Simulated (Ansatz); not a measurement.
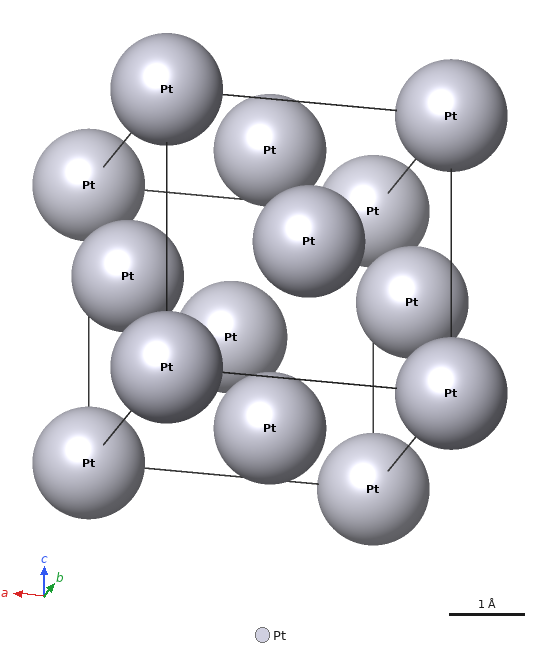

This is solid Pt (set up in Fm-3m). Style: spheres-only. Shown: the conventional cell (2 times the calculation's cell), from a free direction. Lengths and directions refer to the drawn axes.

These are results of DFT PBE, scalar-relativistic, plane waves, PAW (Ansatz), not measurements. Settings: plane-wave cutoff 420 eV; k-point mesh 18 × 18 × 14; occupations gaussian; smearing width 0.1 eV; no spin polarisation.

Change: Equal strain along all axes, −3.0 %, is applied. Symmetry leaves the atoms no freedom, so this is a single point.

Input
```yaml
crystal:
  lattice:
    - [1.9255034023, 1.9255034023, 0.0]
    - [-1.9255034023, 1.9255034023, 0.0]
    - [0.0, 0.0, 3.8510068045]
  atoms:
    - { symbol: Pt, position: [0.0, 0.0, 0.0] }
    - { symbol: Pt, position: [0.5, 0.5, 0.5] }
basis:
  ecutwfc: 420
kpoints:
  mp_grid: { grid: [18, 18, 14] }
hamiltonian:
  xc: pbe
scf:
  occupations: { method: gaussian, width: 0.1 }
output:
  forces: true
  stress: true
  eigenvalues: true
```

Run as
```bash
ansatz run input.yaml --threads 1 --pin off --max-ram 2560MiB --backend cpu --events-out ev --progress --plain --runs-dir out
```

### What is the effect?

Energy change: +111 meV per atom. The pressure goes from 0.0 to 29.0 GPa. All forces vanish by symmetry. Some distances before and after: Pt–Pt 2.807 → 2.723 Å. The space group stays Fm-3m (No. 225).

The changed structure in the same view:

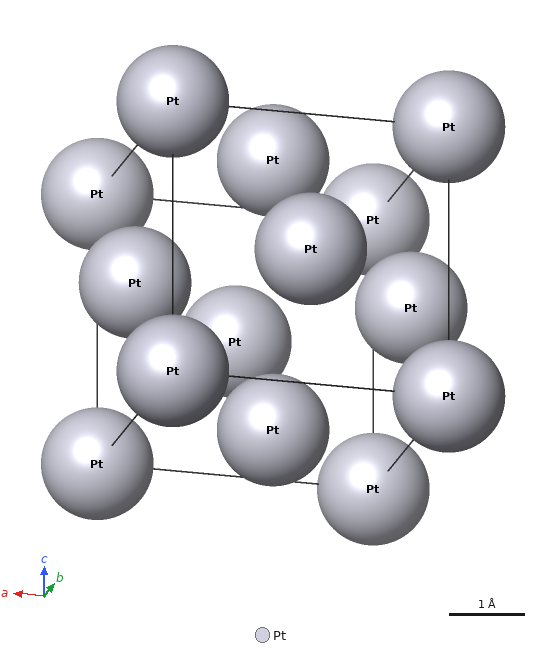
